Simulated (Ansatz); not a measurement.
**Run report: MgS, geometry relaxation**

The run: geometry relaxation of MgS (P6₃mc, 4 atoms in the cell). Method and program: DFT PBEsol, scalar-relativistic, plane waves, PAW, no spin polarisation (Ansatz 0.2.0).

The structure derives from a Materials Project entry. Figures and captions count atoms from 1; the log counts them from 0 in places.

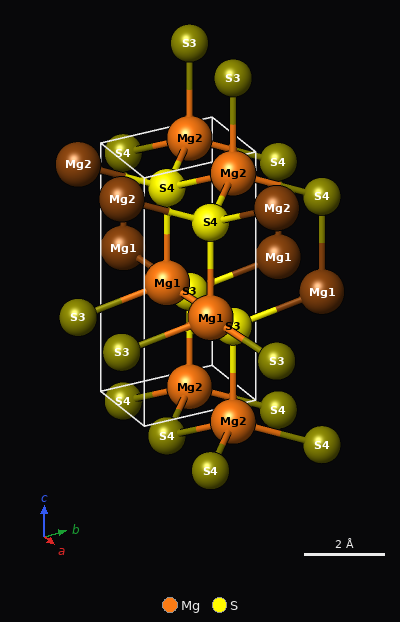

Fig. 1: The starting structure (ball-and-stick view of the cell of the calculation, repeated 2 × 1 × 1, seen slightly off an axis; neighbours outside the cell are drawn fainter; atoms are numbered from 1 in the order of the input).

### Summary

- outcome: converged
- space group (tolerance 0.01 Å): P6₃mc (186)
- electrons treated: 32
- free energy: −5599.5612 eV
- Fermi energy: 4.895 eV
- gap on the k-point mesh: 3.30 eV
- pressure: 0.01 GPa
- final volume: 90.18 Å³
- largest force (length of the vector) at the end: 0.002 eV/Å
- final cell: a = 4.029 Å, b = 4.029 Å, c = 6.415 Å, α = 90.00°, β = 90.00°, γ = 120.00°
- hardware: 1 thread of Intel Xeon @ 2.50GHz (Skylake/Cascade Lake), 64 GiB of memory available, shared host
- wall time: 13 s
- peak memory: 0.42 GiB

### Input
```yaml
crystal:
  lattice:
    - [4.0346224068, 0.0, 0.0]
    - [-2.0173112034, 3.494085499, 0.0]
    - [0.0, 0.0, 6.43229418]
  atoms:
    - { symbol: Mg, position: [0.66666667, 0.33333333, 0.49575485] }
    - { symbol: Mg, position: [0.33333333, 0.66666667, 0.99575485] }
    - { symbol: S, position: [0.33333333, 0.66666667, 0.37924415] }
    - { symbol: S, position: [0.66666667, 0.33333333, 0.87924415] }
basis:
  ecutwfc: 420
kpoints:
  mp_grid: { grid: [6, 6, 4] }
hamiltonian:
  xc: pbesol
scf:
  occupations: { method: gaussian, width: 0.02 }
output:
  forces: true
  stress: true
  eigenvalues: true
relax:
  adjacent_minimum: "off"
  f_tol: 0.005
  max_steps: 80
  cell: { stress_tol: 0.05 }
```

Launched with:
```bash
ansatz run input.yaml --threads 1 --pin off --max-ram 2560MiB --backend cpu --events-out ev --progress --plain --runs-dir out
```

### What the program printed
```
Engine: ansatz 0.2.0, x86_64-unknown-linux-gnu
Pseudopotentials: kind: paw
Pseudopotential: Mg, paw, valence charge 10, recommended cutoff 420 eV (normal), Mg.paw.azcp
Pseudopotential: S, paw, valence charge 6, recommended cutoff 420 eV (normal), S.paw.azcp
Functional definition: PBEsol
  exchange = pbesol_x
  correlation = pbesol_c
Crystal: 4 atoms, lattice volume = 90.678 Å³
Basis set: ecut = 420 eV, 1785 PW (Γ), exchange–correlation on 54×54×90 points (8 copies of the dense FFT grid, shifted against one another)
Bands: 20, of which v1, the nominal top of the filled ones, is band 16 counted from 1 (15 counted from 0)
Symmetry: 12 space group operations
Space group: P63mc (ITA 186), of the structure as read, at distance tolerance 4.5e-5 Å
k-points: 21 of 144 (time reversal used)
Non-local potential: Mg, projectors of the file, l = 0: 3, l = 1: 2, l = 2: 1
Non-local potential: S, projectors of the file, l = 0: 2, l = 1: 2, l = 2: 2
PAW form: soft (Blöchl's): semilocal exchange-correlation on the pseudo side does not see the compensation charge
PAW frozen core: Mg, regenerated for the run's functional, and the local potential with it (the file was generated under x = pbe(κ = 0.804, μ = 0.2195149727645171), c = pbe(β = 0.06672455060314922))
PAW frozen core: S, regenerated for the run's functional, and the local potential with it (the file was generated under x = pbe(κ = 0.804, μ = 0.2195149727645171), c = pbe(β = 0.06672455060314922))
PAW one-centre angular grid: Mg, 110 points (default); XC on 64 Gauss nodes
PAW one-centre angular grid: S, 110 points (default); XC on 64 Gauss nodes
Initial density: superposition of atomic densities (neutral atoms: chi_scale 0, normalization atom), corrected by the library's trained network
Initial wavefunctions: pseudopotential atomic-orbital guess
Functional: x = pbesol(κ = 0.804, μ = 0.12345679012345678), c = pbesol(β = 0.046)
SCF iter   1: F=—  HF=-5599.568325 eV  |F-HF|=—  |Δ(HF+E_count)|=         —  Δρ=3.04e-3  dr2=1.44e-2  ethr=1.77e-3  ⟨swp⟩=6.4  Hψ=2138  notcnv=0
preconditioner: auto → Resta (q_TF=auto, 2.294 Å⁻¹)  ε∞=3.6  [insulator: Δε(μ)=3.225 eV  Ē_g=9.680 eV  σ=0.020 eV  W_gap=1.00  n_scr=22 (ndim 8)  ℏωp=15.6 eV  f_vac=0.036  D(μ)=0.00/eV (n_scr^D=0)  ε∞_Penn≈3.6]
SCF iter   2: F=—  HF=-5599.561096 eV  |F-HF|=—  |Δ(HF+E_count)|=   7.23e-3  Δρ=1.52e-3  dr2=3.44e-3  ethr=4.50e-5  ⟨swp⟩=2.1  Hψ=829  notcnv=0
SCF iter   3: F=—  HF=-5599.560325 eV  |F-HF|=—  |Δ(HF+E_count)|=   7.71e-4  Δρ=4.18e-4  dr2=1.04e-4  ethr=1.08e-5  ⟨swp⟩=3.0  Hψ=833  notcnv=0
SCF iter   4: F=—  HF=-5599.560345 eV  |F-HF|=—  |Δ(HF+E_count)|=   2.03e-5  Δρ=1.79e-4  dr2=2.80e-5  ethr=3.24e-7  ⟨swp⟩=2.0  Hψ=756  notcnv=0
SCF iter   5: F=—  HF=-5599.560332 eV  |F-HF|=—  |Δ(HF+E_count)|=   1.31e-5  Δρ=6.79e-5  dr2=4.64e-6  ethr=8.75e-8  ⟨swp⟩=2.9  Hψ=739  notcnv=0
SCF iter   6: F=—  HF=-5599.560332 eV  |F-HF|=—  |Δ(HF+E_count)|=   6.34e-7  Δρ=1.10e-5  dr2=1.55e-7  ethr=1.45e-8  ⟨swp⟩=2.0  Hψ=756  notcnv=0
SCF iter   7: F=-5599.560332 eV  HF=-5599.560332 eV  |F-HF|=3.71e-9  |Δ(HF+E_count)|=   1.52e-7  Δρ=2.76e-6  dr2=7.88e-9  ethr=3.13e-10  ⟨swp⟩=5.0  Hψ=1697  notcnv=0
SCF 1 converged in 7 iterations: F = -5599.560332 eV  dr2 = 7.88e-9
  greatest PAW one-centre occupation: 1.000 electrons in one spin orbital (limit 2), on the Mg atom at site 1 (counted from 0), in its partial waves of l = 0
relax step   1: F+E_penalty+E_count = -5599.56033183 eV  Δ(F+E_penalty+E_count) = +0.000e0 eV  max|allowed force component| = 4.445e-2 eV/Å  Δτ_max = 0.0000 Å  P = -0.311 GPa  Ω = 90.678 Å³  (7 SCF iters, dr2 threshold 1.00e-7 eV, accepted)
Crystal: 4 atoms, lattice volume = 90.326 Å³
Initial density: handed on by an earlier stage of this run
Initial wavefunctions: those handed on with the density
iter 1 solved again at ethr=1.53e-7 eV; its pass at ethr=3.10e-3 eV (dr2=4.91e-5 eV) is discarded
SCF iter   1: F=—  HF=-5599.561088 eV  |F-HF|=—  |Δ(HF+E_count)|=         —  Δρ=1.99e-4  dr2=5.52e-5  ethr=1.53e-7  ⟨swp⟩=2.0  Hψ=2304  notcnv=0
preconditioner: auto → Resta (q_TF=auto, 2.295 Å⁻¹)  ε∞=3.6  [insulator: Δε(μ)=3.291 eV  Ē_g=9.736 eV  σ=0.020 eV  W_gap=1.00  n_scr=22 (ndim 8)  ℏωp=15.6 eV  f_vac=0.032  D(μ)=0.00/eV (n_scr^D=0)  ε∞_Penn≈3.6]
SCF iter   2: F=—  HF=-5599.561067 eV  |F-HF|=—  |Δ(HF+E_count)|=   2.09e-5  Δρ=1.08e-4  dr2=1.66e-5  ethr=1.53e-7  ⟨swp⟩=2.4  Hψ=560  notcnv=0
SCF iter   3: F=—  HF=-5599.561063 eV  |F-HF|=—  |Δ(HF+E_count)|=   3.71e-6  Δρ=2.00e-5  dr2=6.92e-7  ethr=5.19e-8  ⟨swp⟩=2.3  Hψ=614  notcnv=0
SCF iter   4: F=-5599.561064 eV  HF=-5599.561064 eV  |F-HF|=4.70e-8  |Δ(HF+E_count)|=   2.19e-7  Δρ=5.87e-6  dr2=4.24e-8  ethr=1.25e-9  ⟨swp⟩=5.0  Hψ=1833  notcnv=0
SCF 2 converged in 4 iterations: F = -5599.561064 eV  dr2 = 4.24e-8
relax step   2: F+E_penalty+E_count = -5599.56106373 eV  Δ(F+E_penalty+E_count) = -7.319e-4 eV  max|allowed force component| = 2.318e-2 eV/Å  Δτ_max = 0.0015 Å  P = -0.089 GPa  Ω = 90.326 Å³  energy of the carried Pulay correction = +8.564e-6 eV  (4 SCF iters, dr2 threshold 4.00e-7 eV, accepted)
Crystal: 4 atoms, lattice volume = 90.176 Å³
iter 1 solved again at ethr=8.46e-8 eV; its pass at ethr=3.10e-3 eV (dr2=2.71e-5 eV) is discarded
SCF iter   1: F=—  HF=-5599.561222 eV  |F-HF|=—  |Δ(HF+E_count)|=         —  Δρ=1.67e-4  dr2=3.06e-5  ethr=8.46e-8  ⟨swp⟩=2.0  Hψ=2271  notcnv=0
preconditioner: auto → Resta (q_TF=auto, 2.296 Å⁻¹)  ε∞=3.6  [insulator: Δε(μ)=3.303 eV  Ē_g=9.743 eV  σ=0.020 eV  W_gap=1.00  n_scr=22 (ndim 8)  ℏωp=15.6 eV  f_vac=0.032  D(μ)=0.00/eV (n_scr^D=0)  ε∞_Penn≈3.6]
SCF iter   2: F=—  HF=-5599.561209 eV  |F-HF|=—  |Δ(HF+E_count)|=   1.34e-5  Δρ=8.98e-5  dr2=8.68e-6  ethr=8.46e-8  ⟨swp⟩=2.3  Hψ=523  notcnv=0
SCF iter   3: F=—  HF=-5599.561207 eV  |F-HF|=—  |Δ(HF+E_count)|=   1.70e-6  Δρ=1.28e-5  dr2=2.27e-7  ethr=2.71e-8  ⟨swp⟩=2.1  Hψ=572  notcnv=0
SCF iter   4: F=-5599.561207 eV  HF=-5599.561207 eV  |F-HF|=1.65e-8  |Δ(HF+E_count)|=   1.12e-7  Δρ=3.69e-6  dr2=1.67e-8  ethr=3.00e-10  ⟨swp⟩=4.8  Hψ=1703  notcnv=0
SCF 3 converged in 4 iterations: F = -5599.561207 eV  dr2 = 1.67e-8
relax step   3: F+E_penalty+E_count = -5599.56120695 eV  Δ(F+E_penalty+E_count) = -1.432e-4 eV  max|allowed force component| = 2.372e-3 eV/Å  Δτ_max = 0.0018 Å  P = +0.009 GPa  Ω = 90.176 Å³  energy of the carried Pulay correction = +1.223e-5 eV  (4 SCF iters, dr2 threshold 9.61e-8 eV, accepted)
Initial wavefunctions: pseudopotential atomic-orbital guess (no wavefunctions were taken with the density)
iter 1 solved again at ethr=6.61e-7 eV; its pass at ethr=3.10e-3 eV (dr2=2.12e-4 eV) is discarded
SCF iter   1: F=—  HF=-5599.561201 eV  |F-HF|=—  |Δ(HF+E_count)|=         —  Δρ=3.88e-6  dr2=1.89e-8  ethr=6.61e-7  ⟨swp⟩=3.0  Hψ=3109  notcnv=0
eigensolver tolerance schedule: the retry pair's looser diagonalisation over-reported the residual by 11216.04 of it (diagonalisation noise at an unbounded share of the residual, at the tolerance the schedule requests for it); recorded, not acted on — ethr = c·dr2/N_el stays at c = 1.0e-1
preconditioner: auto → Resta (q_TF=auto, 2.296 Å⁻¹)  ε∞=3.6  [insulator: Δε(μ)=3.302 eV  Ē_g=9.742 eV  σ=0.020 eV  W_gap=1.00  n_scr=22 (ndim 8)  ℏωp=15.6 eV  f_vac=0.032  D(μ)=0.00/eV (n_scr^D=0)  ε∞_Penn≈3.6]
SCF iter   2: F=—  HF=-5599.561195 eV  |F-HF|=—  |Δ(HF+E_count)|=   5.91e-6  Δρ=2.95e-6  dr2=1.02e-8  ethr=5.89e-11  ⟨swp⟩=3.1  Hψ=910  notcnv=0
SCF iter   3: F=—  HF=-5599.561195 eV  |F-HF|=—  |Δ(HF+E_count)|=   6.46e-9  Δρ=1.42e-6  dr2=3.41e-9  ethr=3.20e-11  ⟨swp⟩=2.0  Hψ=481  notcnv=0
SCF iter   4: F=—  HF=-5599.561195 eV  |F-HF|=—  |Δ(HF+E_count)|=   4.74e-9  Δρ=7.40e-7  dr2=5.38e-10  ethr=1.07e-11  ⟨swp⟩=2.0  Hψ=564  notcnv=0
SCF iter   5: F=—  HF=-5599.561195 eV  |F-HF|=—  |Δ(HF+E_count)|=  1.01e-10  Δρ=3.69e-7  dr2=1.25e-10  ethr=1.68e-12  ⟨swp⟩=2.5  Hψ=640  notcnv=0
SCF iter   6: F=-5599.561195 eV  HF=-5599.561195 eV  |F-HF|=6.37e-12  |Δ(HF+E_count)|=  2.91e-11  Δρ=1.14e-7  dr2=1.12e-11  ethr=1.00e-12  ⟨swp⟩=4.0  Hψ=1345  notcnv=0
SCF 4 converged in 6 iterations: F = -5599.561195 eV  dr2 = 1.12e-11
relax step   4: F+E_penalty+E_count = -5599.56119477 eV  Δ(F+E_penalty+E_count) = +1.218e-5 eV  max|allowed force component| = 2.385e-3 eV/Å  Δτ_max = 0.0000 Å  P = +0.008 GPa  Ω = 90.176 Å³  stress off target by 1.65e-2 GPa  SCF on the basis re-selected at this cell (its energy is not comparable with the rows above)  (6 SCF iters)
```

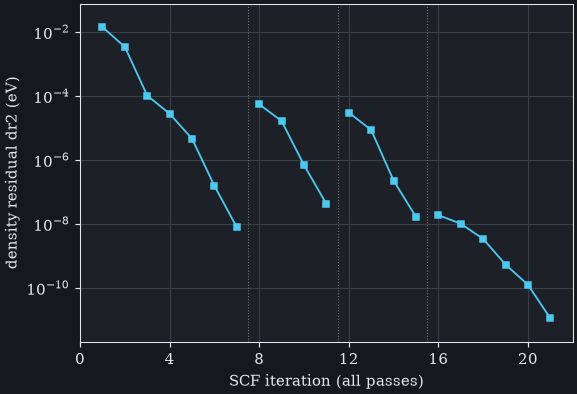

Fig. 2: Convergence of the self-consistent field: density residual dr2 against the SCF iteration. The dotted lines part the SCF passes of the relaxation: geometry steps, rejected trials and re-solves on a re-selected basis. The passes take 7, 4, 4 and 6 iterations.

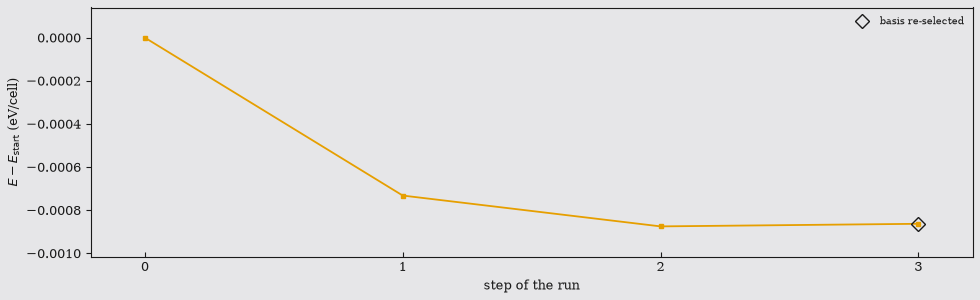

Fig. 3: Progress of the relaxation, step by step (the first geometry is step 0 here and step 1 in the log). The energy falls by 0.9 meV per cell of the calculation in 2 geometry steps. Largest force component: 0.044 eV/Å at the start, 0.0024 eV/Å at the end. The pressure goes from −0.31 to 0.01 GPa. The atoms keep their places relative to the cell (all moves are under 0.005 Å). The volume changes by −0.6 %, with a = b 4.035 → 4.029 Å (−0.1 %), c 6.432 → 6.415 Å (−0.3 %). Distances before and after: Mg1–S4 2.467 → 2.454 Å. The space group stays P6_3mc (No. 186). A last SCF at the same geometry on a re-selected plane-wave basis shifts the energy by +0.0 meV per cell of the calculation. (Atoms are counted from 1 in the order of the input.)

```
basis re-selected at this cell: Δ(F+E_penalty+E_count) = +1.218e-5 eV, ΔP = -0.000 GPa vs the last step (what re-selecting the basis moved, of the pressure what is left beyond the Pulay correction that the steps carried, after the strain that the cell walked since its last selection, with what the two solves' SCF thresholds leave and, on support functions, any second-order correction that the steps lacked; it is no measure of the basis error at this ecutwfc). This SCF's stress stands 1.65e-2 GPa from its target on what of the cell is left free (relax.cell.stress_tol is 5.00e-2 GPa) and its largest allowed force component is 2.39e-3 eV/Å (relax.f_tol is 5.00e-3 eV/Å): within both
SCF converged after 6 iterations
Free energy (F): -5599.561195 eV
Harris-Foulkes:  -5599.561195 eV  (|F-HF|=6.37e-12)
Internal energy: -5599.561195 eV  (E = F + TS)
E sigma→0 (E₀):  -5599.561195 eV
Fermi energy:    4.894922 eV
--- Per-component energies (eV) ---
  E_band       = -736.878973
  E_kinetic    = 367.665317
  E_local      = -3766.554544  (includes V_loc(G=0)·N_el)
  E_nonlocal   = 248.886194
  E_hartree    = 1363.770456
  E_xc         = -251.181754
  E_vxc        = -251.204185  (∫ρ·V_xc dr)
  E_paw        = -1730.788020  (= ΣΔE_a)
  E_vpaw       = -63.212674  (= ΣTr[D̂ρ^β])
  E_aug_tail   = -0.000003  (compensation charges beyond the density's cutoff)
  E_ewald      = -1831.600463
  E_core_change = 0.241623  (= ΣΔE_core)
  E_smearing   = -0.000000  (= −TS)
  E_closure    = 0.000000  (closes the sum)
  Σ components = -5599.561195   (vs F -5599.561195, Δ=0.00e0)
--- Forces (eV/Å), atoms counted from 1 ---
  atom   1  Mg     0.00000000     0.00000000     0.00238507
  atom   2  Mg     0.00000000    -0.00000000     0.00238507
  atom   3  S      0.00000000     0.00000000    -0.00238533
  atom   4  S     -0.00000000     0.00000000    -0.00238533
  max |Σ_I F_I| component: 5.17e-7 eV/Å
--- Stress (GPa, compression-positive) ---
        0.004461      -0.000000       0.000000
        0.000000       0.004461       0.000000
        0.000000       0.000000       0.016452
  P = ⅓ Tr σ = 0.0085 GPa (0.085 kbar)
--- Band table (eV; the first three rows and the last of 21) ---
  k-point 0: bands = ["-70.2733", "-70.2732", "-37.2218", "-37.2189", "-37.2160", "-37.2160", "-37.2155", "-37.2155", "-8.1820", "-7.4239", "-0.0469", "2.6634", "2.6634", "3.0911", "3.0911", "3.2440", "6.5459", "7.8140", "10.6189", "10.6189"]
  k-point 1: bands = ["-70.2732", "-70.2732", "-37.2214", "-37.2193", "-37.2159", "-37.2159", "-37.2156", "-37.2156", "-8.0853", "-7.5525", "0.3195", "2.5123", "2.7224", "2.7224", "3.0247", "3.0247", "7.2466", "7.9593", "10.5752", "10.5752"]
  k-point 2: bands = ["-70.2732", "-70.2732", "-37.2204", "-37.2204", "-37.2158", "-37.2158", "-37.2158", "-37.2158", "-7.8345", "-7.8345", "1.2837", "1.2837", "2.8699", "2.8699", "2.8699", "2.8699", "8.0408", "8.0408", "10.7502", "10.7502"]
  k-point 20: bands = ["-70.2732", "-70.2732", "-37.2204", "-37.2204", "-37.2171", "-37.2171", "-37.2169", "-37.2169", "-7.3016", "-7.3016", "0.3946", "0.3946", "1.2024", "1.2024", "2.7158", "2.7158", "8.9172", "8.9172", "9.4813", "9.4813"]
--- Relaxed structure (3 steps of the walk, 3 accepted, 1 SCFs on fresh bases) ---
  F+E_penalty+E_count = -5599.56119477 eV   max|allowed force component| = 2.385e-3 eV/Å   (the final SCF, on the basis selected at the relaxed cell)
  cell:  # Å, volume = 90.1757 Å³
    - [4.028790692332423, 5.534680887869154e-33, -1.844893629289718e-33]
    - [-2.0143953461662116, 3.489035086090175, 2.4952071156672476e-33]
    - [0.0, 0.0, 6.415192205690624]
  atoms:
    - { symbol: Mg, position: [0.6666666666666666, 0.33333333333333326, 0.4962629872613924] }
    - { symbol: Mg, position: [0.33333333333333326, 0.6666666666666665, 0.9962629872613924] }
    - { symbol: S, position: [0.33333333333333326, 0.6666666666666665, 0.37873601273860774] }
    - { symbol: S, position: [0.6666666666666666, 0.33333333333333326, 0.8787360127386078] }
```

### Trajectory as extended XYZ (Å, eV, eV/Å), 4 frames, from step=1 to step=4
```
4
Lattice="4.0346 0.0000 0.0000 -2.0173 3.4941 0.0000 0.0000 0.0000 6.4323" Properties=species:S:1:pos:R:3:forces:R:3 step=1 energy=-5599.56033 pressure_GPa=-0.31
Mg    2.0173    1.1647    3.1888    0.0000   0.0000   0.0445
Mg    0.0000    2.3294    6.4050    0.0000   0.0000   0.0445
S     0.0000    2.3294    2.4394    0.0000   0.0000  -0.0444
S     2.0173    1.1647    5.6556    0.0000   0.0000  -0.0444
4
Lattice="4.0306 0.0000 0.0000 -2.0153 3.4906 0.0000 0.0000 0.0000 6.4203" Properties=species:S:1:pos:R:3:forces:R:3 step=2 energy=-5599.56106 pressure_GPa=-0.09
Mg    2.0153    1.1635    3.1843    0.0000   0.0000   0.0232
Mg    0.0000    2.3270    6.3945    0.0000   0.0000   0.0232
S     0.0000    2.3270    2.4334    0.0000   0.0000  -0.0232
S     2.0153    1.1635    5.6435    0.0000   0.0000  -0.0232
4
Lattice="4.0288 0.0000 0.0000 -2.0144 3.4890 0.0000 0.0000 0.0000 6.4152" Properties=species:S:1:pos:R:3:forces:R:3 step=3 energy=-5599.56121 pressure_GPa=0.01
Mg    2.0144    1.1630    3.1836    0.0000   0.0000   0.0024
Mg    0.0000    2.3260    6.3912    0.0000   0.0000   0.0024
S     0.0000    2.3260    2.4297    0.0000   0.0000  -0.0024
S     2.0144    1.1630    5.6373    0.0000   0.0000  -0.0024
4
Lattice="4.0288 0.0000 0.0000 -2.0144 3.4890 0.0000 0.0000 0.0000 6.4152" Properties=species:S:1:pos:R:3:forces:R:3 step=4 energy=-5599.56120 pressure_GPa=0.01
Mg    2.0144    1.1630    3.1836    0.0000   0.0000   0.0024
Mg    0.0000    2.3260    6.3912    0.0000   0.0000   0.0024
S     0.0000    2.3260    2.4297    0.0000   0.0000  -0.0024
S     2.0144    1.1630    5.6373    0.0000   0.0000  -0.0024
```

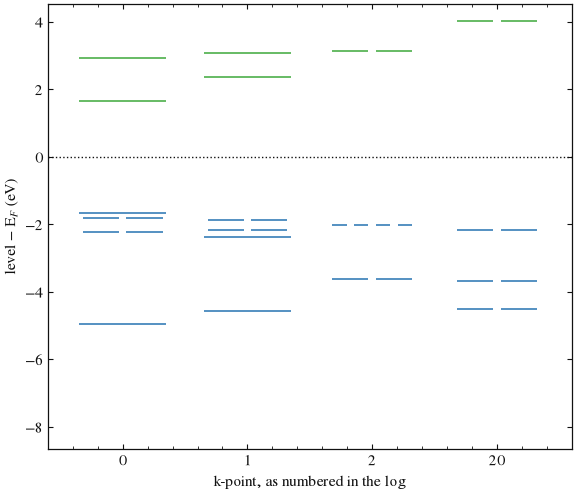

Fig. 4: Kohn–Sham levels near the Fermi level (dotted) at the few k-points that the log prints; levels within 0.02 eV of each other stand side by side. Among these points the highest filled and lowest empty levels are 3.30 eV apart, which is the gap on the mesh.
